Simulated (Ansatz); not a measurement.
# Ni: which magnetic state does the SCF reach?, part 2 of 2

Wanted: the lowest electronic state of Ni in this cell. One SCF may end in a higher state, so several starts are tried. We look at Ni: its experimental structure (space group Fm-3m, primitive cell doubled), with 2 atoms per cell. Source: COD entry 9012972.

Ansatz 0.2.0; DFT PBE, PAW, plane waves, scalar-relativistic. The steps go on from the part before.

## 6. Parallel moments scaled by 0.1, plain SCF

Input file input.yaml:

```yaml
crystal:
  lattice:
    - [0.0, -1.7651, -1.7651]
    - [-3.5302, -1.7651, -1.7651]
    - [0.0, 1.7651, -1.7651]
  atoms:
    - { symbol: Ni, position: [0.0, 0.0, 0.0], spin: 0.2 }
    - { symbol: Ni, position: [0.0, 0.5, 0.5], spin: 0.2 }
magnetization:
  spin_polarized: true
hamiltonian:
  xc: pbe
  pseudopotentials: { kind: paw }
basis:
  ecutwfc: 420
kpoints:
  mp_grid: { grid: [12, 7, 10] }
scf:
  occupations: { method: fermi_dirac, width: 0.1 }
  lower_state_search: "off"
output:
  forces: true
  stress: true
  write_density: true
  write_potential: true
  elf: true
  volumetric_format: npy
```

Run with:

```console
> ansatz run input.yaml --threads 2 --pin off --max-ram 5120MiB --backend cpu --events-out ev --progress --plain --runs-dir out
```

The log of the run, cut to the lines that bear on the results:

```text
[... 11 lines as in an earlier run ...]
Bands: 23, of which v1, the nominal top of the filled ones, is band 18 counted from 1 (17 counted from 0)
[... 6 lines as in an earlier run ...]
Starting moments: Σ|m| = 0.4 μB on 2 of 2 sites
[... 2 lines as in an earlier run ...]
[...]
SCF iter   1: F=—  HF=-11679.442001 eV  |F-HF|=—  |Δ(HF+E_count)|=         —  Δρ=3.24e-2 (↑3.24e-2 ↓1.15e-2)  dr2=1.41e-1  dr2_m=4.27e-2  M=0.510 μB ∫|m|=0.524 μB  β_m=1.00  ethr=3.93e-4  ⟨swp⟩=1.0  Hψ=58699  notcnv=0
[...]
spin-set hold released at iteration 10 (site moments contracting): the magnetisation degrees of freedom join the quasi-Newton model from the next iteration; the mixer history was flushed
[...]
SCF iter  17: F=-11679.496380 eV  HF=-11679.496380 eV  |F-HF|=2.73e-10  |Δ(HF+E_count)|=   8.46e-9  Δρ=4.67e-6 (↑1.52e-6 ↓4.67e-6)  dr2=1.36e-9  dr2_m=1.11e-9  M=1.287 μB ∫|m|=1.466 μB  ethr=7.04e-11  ⟨swp⟩=5.4  Hψ=66679  notcnv=0
[...]
SCF converged after 17 iterations
Magnetization: 1.2873 μB (18.6437 up, 17.3563 down)
Absolute magnetization: 1.4673 μB (∫|ρ↑−ρ↓|, with the PAW one-centre terms)
Spin contamination: 0.0141 ħ² per cell (⟨S²⟩ above its minimum at these occupations)
Per-site moments (μB) at R_I (Å): [(0.681914333782492, 1.0296941980647094), (0.6819143337824916, 1.0296941980647094)]
Free energy (F): -11679.496380 eV
[...]
E sigma→0 (E₀):  -11679.442737 eV
Entropy (-TS):   -0.107286 eV (-53.643 meV/atom)
Fermi energy:    17.931679 eV
[... 29 lines left out: energy terms, forces, stress, bands ...]
```

Run time: 17 s. Hardware: 2 threads of Intel Xeon Platinum 8375C at 2.90GHz (Ice Lake), shared host; peak memory 0.51 GiB.

This is the state of step 2 again (ferromagnetic), after 17 iterations.

## 7. Moments ++ scaled by 0.4, plain SCF

Changes to input.yaml since step 6:

```diff
@@ -6,4 +6,4 @@
   atoms:
-    - { symbol: Ni, position: [0.0, 0.0, 0.0], spin: 0.2 }
-    - { symbol: Ni, position: [0.0, 0.5, 0.5], spin: 0.2 }
+    - { symbol: Ni, position: [0.0, 0.0, 0.0], spin: 0.8 }
+    - { symbol: Ni, position: [0.0, 0.5, 0.5], spin: 0.8 }
 magnetization:
@@ -23,5 +23 @@
   stress: true
-  write_density: true
-  write_potential: true
-  elf: true
-  volumetric_format: npy
```

Run with:

```console
> ansatz run input.yaml --threads 2 --pin off --max-ram 5120MiB --backend cpu --events-out ev --progress --plain --runs-dir out
```

The log of the run, cut to the lines that bear on the results:

```text
[... 18 lines as in an earlier run ...]
Starting moments: Σ|m| = 1.6 μB on 2 of 2 sites
[... 2 lines as in an earlier run ...]
[...]
SCF iter   1: F=—  HF=-11679.461368 eV  |F-HF|=—  |Δ(HF+E_count)|=         —  Δρ=2.14e-2 (↑1.76e-2 ↓2.14e-2)  dr2=1.11e-1  dr2_m=1.49e-2  M=1.291 μB ∫|m|=1.354 μB  β_m=0.30  ethr=3.10e-4  ⟨swp⟩=1.0  Hψ=58706  notcnv=0
[...]
spin-set hold released at iteration 8 (site moments contracting): the magnetisation degrees of freedom join the quasi-Newton model from the next iteration; the mixer history was flushed
[...]
SCF iter  14: F=-11679.496380 eV  HF=-11679.496380 eV  |F-HF|=1.36e-8  |Δ(HF+E_count)|=   2.53e-8  Δρ=1.35e-5 (↑4.29e-6 ↓1.35e-5)  dr2=1.63e-8  dr2_m=5.25e-9  M=1.287 μB ∫|m|=1.466 μB  ethr=3.96e-11  ⟨swp⟩=2.0  Hψ=39398  notcnv=0
[...]
SCF converged after 14 iterations
Magnetization: 1.2873 μB (18.6437 up, 17.3563 down)
Absolute magnetization: 1.4674 μB (∫|ρ↑−ρ↓|, with the PAW one-centre terms)
Spin contamination: 0.0141 ħ² per cell (⟨S²⟩ above its minimum at these occupations)
Per-site moments (μB) at R_I (Å): [(0.6819212168903718, 1.0296941980647094), (0.6819212168903713, 1.0296941980647094)]
Free energy (F): -11679.496380 eV
[...]
E sigma→0 (E₀):  -11679.442739 eV
Entropy (-TS):   -0.107282 eV (-53.641 meV/atom)
Fermi energy:    17.931724 eV
[... 24 lines left out: energy terms, forces, stress ...]
```

It took 13 s on 2 threads of Intel Xeon Platinum 8375C at 2.90GHz (Ice Lake), shared host; peak memory 0.5 GiB.

The run ends in the same state as step 2 (ferromagnetic); it took 14 iterations.

## 8. A moment on one site alone, plain SCF

Changes to input.yaml since step 7:

```diff
@@ -6,4 +6,4 @@
   atoms:
-    - { symbol: Ni, position: [0.0, 0.0, 0.0], spin: 0.8 }
-    - { symbol: Ni, position: [0.0, 0.5, 0.5], spin: 0.8 }
+    - { symbol: Ni, position: [0.0, 0.0, 0.0], spin: 2.0 }
+    - { symbol: Ni, position: [0.0, 0.5, 0.5] }
 magnetization:
```

Run with:

```console
> ansatz run input.yaml --threads 2 --pin off --max-ram 5120MiB --backend cpu --events-out ev --progress --plain --runs-dir out
```

The log of the run, cut to the lines that bear on the results:

```text
[... 18 lines as in an earlier run ...]
Starting moments: Σ|m| = 2 μB on 1 of 2 sites
[... 2 lines as in an earlier run ...]
SCF iter   1: F=—  HF=-11679.264617 eV  |F-HF|=—  |Δ(HF+E_count)|=         —  Δρ=1.14e-1 (↑1.14e-1 ↓3.71e-2)  dr2=2.29e0  dr2_m=8.39e-1  M=1.435 μB ∫|m|=1.542 μB  β_m=0.30  ethr=3.10e-3  ⟨swp⟩=4.8  Hψ=42710  notcnv=0
[...]
spin-set hold released at iteration 5 (the charge has settled, or the pull on large starting moments outlasts its swing): the magnetisation degrees of freedom join the quasi-Newton model from the next iteration; the mixer history was flushed
[...]
SCF iter  23: F=-11679.496380 eV  HF=-11679.496380 eV  |F-HF|=5.05e-9  |Δ(HF+E_count)|=   9.86e-9  Δρ=4.53e-6 (↑1.64e-6 ↓4.53e-6)  dr2=5.66e-9  dr2_m=8.71e-10  M=1.287 μB ∫|m|=1.466 μB  ethr=2.78e-10  ⟨swp⟩=3.1  Hψ=33048  notcnv=0
[...]
SCF converged after 23 iterations
Magnetization: 1.2873 μB (18.6437 up, 17.3563 down)
Absolute magnetization: 1.4674 μB (∫|ρ↑−ρ↓|, with the PAW one-centre terms)
Spin contamination: 0.0141 ħ² per cell (⟨S²⟩ above its minimum at these occupations)
Per-site moments (μB) at R_I (Å): [(0.6819142633114231, 1.0296941980647094), (0.6819260508067854, 1.0296941980647094)]
Free energy (F): -11679.496380 eV
[...]
E sigma→0 (E₀):  -11679.442738 eV
Entropy (-TS):   -0.107285 eV (-53.643 meV/atom)
Fermi energy:    17.931645 eV
[... 24 lines left out: energy terms, forces, stress ...]
```

Run time: 16 s. Hardware: 2 threads of Intel Xeon Platinum 8375C at 2.90GHz (Ice Lake), shared host; peak memory 0.51 GiB.

The run ends in the same state as step 2 (ferromagnetic); it took 23 iterations.

## 9. Parallel moments, Broyden mixing, no switch to direct minimisation

Changes to input.yaml since step 8:

```diff
@@ -7,3 +7,3 @@
     - { symbol: Ni, position: [0.0, 0.0, 0.0], spin: 2.0 }
-    - { symbol: Ni, position: [0.0, 0.5, 0.5] }
+    - { symbol: Ni, position: [0.0, 0.5, 0.5], spin: 2.0 }
 magnetization:
@@ -20,2 +20,4 @@
   lower_state_search: "off"
+  algorithm: density_mixing
+  mixing: { algorithm: broyden, beta: 0.3 }
 output:
@@ -23 +25,5 @@
   stress: true
+  write_density: true
+  write_potential: true
+  elf: true
+  volumetric_format: npy
```

Run with:

```console
> ansatz run input.yaml --threads 2 --pin off --max-ram 5120MiB --backend cpu --events-out ev --progress --plain --runs-dir out
```

The log of the run, cut to the lines that bear on the results:

```text
[... 18 lines as in an earlier run ...]
Starting moments: Σ|m| = 4 μB on 2 of 2 sites
[... 3 lines as in an earlier run ...]
SCF iter   1: F=—  HF=-11678.938968 eV  |F-HF|=—  |Δ(HF+E_count)|=         —  Δρ=1.28e-1 (↑1.15e-1 ↓1.28e-1)  dr2=2.29e-2  dr2_m=2.97e0  M=1.864 μB ∫|m|=2.076 μB  β_m=0.56  ethr=6.39e-5  ⟨swp⟩=1.0  Hψ=60872  notcnv=0
[...]
[... 1 line as in an earlier run ...]
[...]
SCF iter  14: F=-11679.496380 eV  HF=-11679.496380 eV  |F-HF|=5.08e-9  |Δ(HF+E_count)|=   2.33e-7  Δρ=2.35e-6 (↑2.26e-6 ↓2.35e-6)  dr2=1.65e-10  dr2_m=8.55e-10  M=1.287 μB ∫|m|=1.466 μB  ethr=8.34e-12  ⟨swp⟩=7.4  Hψ=69916  notcnv=0
[...]
this state was not tested for a lower state beside it, because the mixer in use, unlike msr1, does not test its closes by its own steps (another_mixer; see scf.mixing.algorithm and scf.lower_state_search)
SCF converged after 14 iterations
Magnetization: 1.2874 μB (18.6437 up, 17.3563 down)
Absolute magnetization: 1.4674 μB (∫|ρ↑−ρ↓|, with the PAW one-centre terms)
Spin contamination: 0.0141 ħ² per cell (⟨S²⟩ above its minimum at these occupations)
Per-site moments (μB) at R_I (Å): [(0.6819391905045502, 1.0296941980647094), (0.68193919050455, 1.0296941980647094)]
Free energy (F): -11679.496380 eV
[...]
E sigma→0 (E₀):  -11679.442739 eV
Entropy (-TS):   -0.107283 eV (-53.641 meV/atom)
Fermi energy:    17.931688 eV
[... 29 lines left out: energy terms, forces, stress, bands ...]
```

It took 19 s on 2 threads of Intel Xeon Platinum 8375C at 2.90GHz (Ice Lake), shared host; peak memory 0.51 GiB.

The run ends in the same state as step 2 (ferromagnetic); it took 14 iterations.

## 10. Parallel moments, spin not held back in the first iterations, no switch to direct minimisation

Changes to input.yaml since step 9:

```diff
@@ -21,3 +21,3 @@
   algorithm: density_mixing
-  mixing: { algorithm: broyden, beta: 0.3 }
+  mixing: { spin_hold: "off" }
 output:
```

Run with:

```console
> ansatz run input.yaml --threads 2 --pin off --max-ram 5120MiB --backend cpu --events-out ev --progress --plain --runs-dir out
```

The log of the run, cut to the lines that bear on the results:

```text
[... 18 lines as in an earlier run ...]
Starting moments: Σ|m| = 4 μB on 2 of 2 sites
[... 2 lines as in an earlier run ...]
[...]
SCF iter   1: F=—  HF=-11678.870470 eV  |F-HF|=—  |Δ(HF+E_count)|=         —  Δρ=1.25e-1 (↑1.11e-1 ↓1.25e-1)  dr2=2.68e-2  dr2_m=2.80e0  M=1.856 μB ∫|m|=2.002 μB  β_m=0.30  ethr=7.46e-5  ⟨swp⟩=1.0  Hψ=60890  notcnv=0
[...]
SCF iter  10: F=-11679.496380 eV  HF=-11679.496380 eV  |F-HF|=1.44e-9  |Δ(HF+E_count)|=   7.79e-9  Δρ=4.67e-6 (↑2.27e-6 ↓4.67e-6)  dr2=2.46e-9  dr2_m=8.29e-10  M=1.287 μB ∫|m|=1.466 μB  ethr=2.12e-11  ⟨swp⟩=5.0  Hψ=65052  notcnv=0
[...]
SCF converged after 10 iterations
Magnetization: 1.2874 μB (18.6437 up, 17.3563 down)
Absolute magnetization: 1.4674 μB (∫|ρ↑−ρ↓|, with the PAW one-centre terms)
Spin contamination: 0.0141 ħ² per cell (⟨S²⟩ above its minimum at these occupations)
Per-site moments (μB) at R_I (Å): [(0.6819241616963438, 1.0296941980647094), (0.6819241616963434, 1.0296941980647094)]
Free energy (F): -11679.496380 eV
[...]
E sigma→0 (E₀):  -11679.442739 eV
Entropy (-TS):   -0.107283 eV (-53.642 meV/atom)
Fermi energy:    17.931698 eV
[... 29 lines left out: energy terms, forces, stress, bands ...]
```

Run time: 12 s. Hardware: 2 threads of Intel Xeon Platinum 8375C at 2.90GHz (Ice Lake), shared host; peak memory 0.52 GiB.

Nothing new: the 10 iterations lead to the state found in step 2 (ferromagnetic).

## 11. The runs side by side

| step | iterations | state | moments of Ni1 Ni2 (μB) | total (μB) | gap (eV) | pressure (GPa) | above lowest (meV/atom) |
| --- | --- | --- | --- | --- | --- | --- | --- |
| 2 | 10 | 1 | 0.68 0.68 | 1.29 | none | -1.5 | 0.0 |
| 3 | 17 | 2 | 0.00 0.00 | 0.00 | none | -2.6 | 36.1 |
| 4 | 6 | 2 | 0.00 0.00 | 0.00 | none | -2.6 | 36.1 |
| 5 | 11 | 1 | 0.68 0.68 | 1.29 | none | -1.5 | 0.0 |
| 6 | 17 | 1 | 0.68 0.68 | 1.29 | none | -1.5 | 0.0 |
| 7 | 14 | 1 | 0.68 0.68 | 1.29 | none | -1.5 | 0.0 |
| 8 | 23 | 1 | 0.68 0.68 | 1.29 | none | -1.5 | 0.0 |
| 9 | 14 | 1 | 0.68 0.68 | 1.29 | none | -1.5 | 0.0 |
| 10 | 10 | 1 | 0.68 0.68 | 1.29 | none | -1.5 | 0.0 |

States are numbered from the lowest. Starts by step: 2 parallel moments, plain SCF; 3 opposed moments +-, plain SCF; 4 no spin polarisation; 5 spin on, no moments given (the program may seed its own), plain SCF; 6 parallel moments scaled by 0.1, plain SCF; 7 moments ++ scaled by 0.4, plain SCF; 8 a moment on one site alone, plain SCF; 9 parallel moments, Broyden mixing, no switch to direct minimisation; 10 parallel moments, spin not held back in the first iterations, no switch to direct minimisation.

The 9 runs of this session took 2 min in all, from 4.1 s to 19 s each.

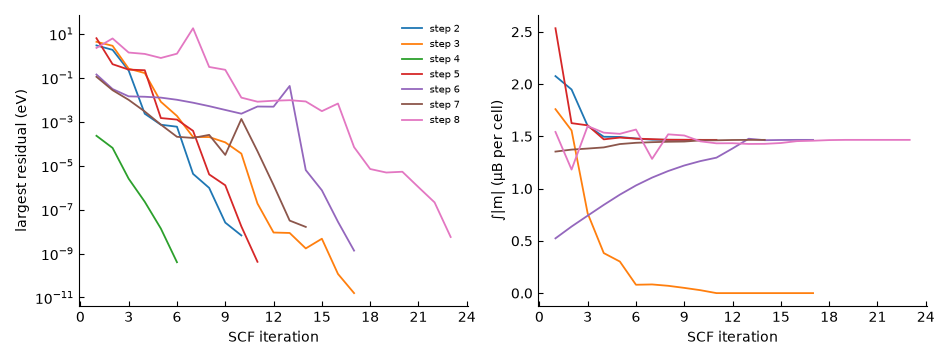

Residual and absolute moment along the iterations (7 of the 9 runs).

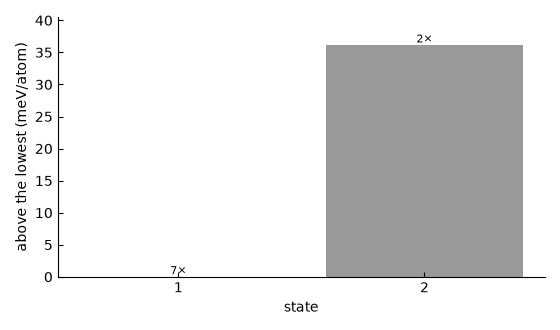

Energy of each distinct state, with the number of starts that reached it (red ferromagnetic, blue opposed moments, grey non-magnetic, green other).

## 12. Summary of results

What follows sums up all 2 parts.

| quantity | value |
| --- | --- |
| distinct states | 2 from 9 converged runs |
| lowest state from plain starts | ferromagnetic |
| its moments | Ni1 0.68, Ni2 0.68 μB |
| total moment | 1.29 μB per cell |
| gap on the k-mesh | none |
| pressure | -1.5 GPa |
| largest force | 0.000 eV/Å |
| next state | non-magnetic, 36.1 meV/atom higher |

What this shows: The 9 converged runs end in 2 distinct states. Switching spin polarisation off costs 36.1 meV/atom in free energy, smearing entropy included. A lower state than any found can't be excluded. The mesh has less symmetry than the lattice, which lowers the symmetry of the run.
